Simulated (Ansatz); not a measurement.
CoSi

```
Co Si
1.0
     4.66243    0.00000    0.00000
     0.00000    4.66243    0.00000
     0.00000    0.00000    4.66243
Co Si
4 4
Direct
  0.00000 0.00000 0.00000
  0.50000 0.50000 0.00000
  0.50000 0.00000 0.50000
  0.00000 0.50000 0.50000
  0.50000 0.00000 0.00000
  0.00000 0.50000 0.00000
  0.00000 0.00000 0.50000
  0.50000 0.50000 0.50000
```

Space group Fm-3m; started from the rock salt_225 prototype, which need not be the ambient phase; computed without spin polarisation.

Theory: Ansatz 0.2.0, DFT PBE, scalar-relativistic, plane waves, PAW.

**What will maps of the valence pseudo-density and electron localisation function show?**

Co–Si (2.33 Å): ρ is about 0.44 e/Å³ halfway; the ELF peaks at about 0.70 in the valence shell of Si, 0.9 Å from its nucleus, and is about 0.45 at the midpoint.

**Metal or insulator at this level of theory?**

It is gapless in this calculation (a metal or semimetal).

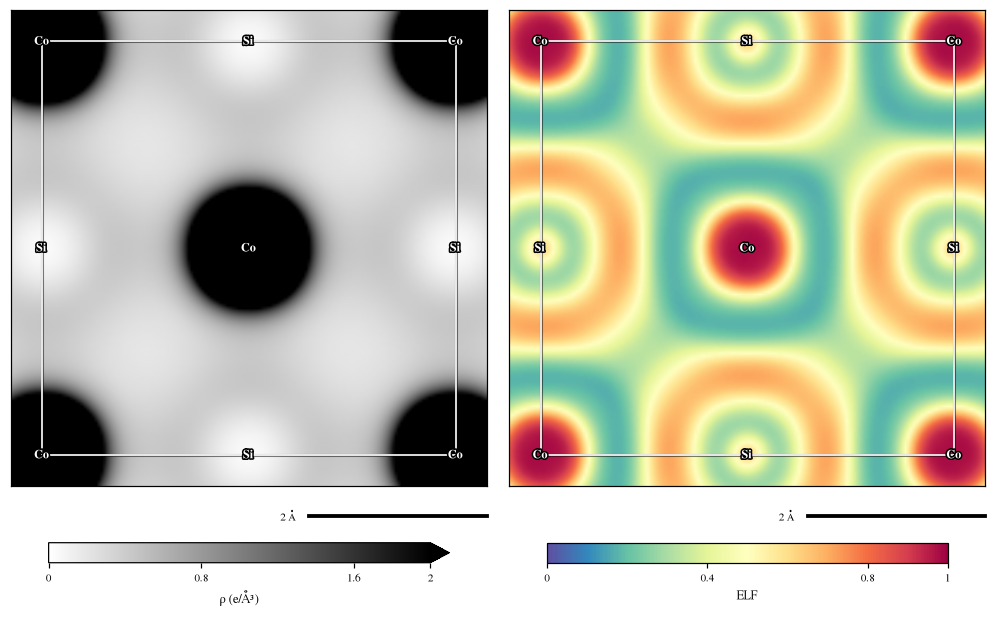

Computed valence pseudo-density and electron localisation function on the (100) plane of the conventional cell, in this order. 

The density is the valence pseudo-density of a PAW calculation; it isn't the true density close to the nuclei.
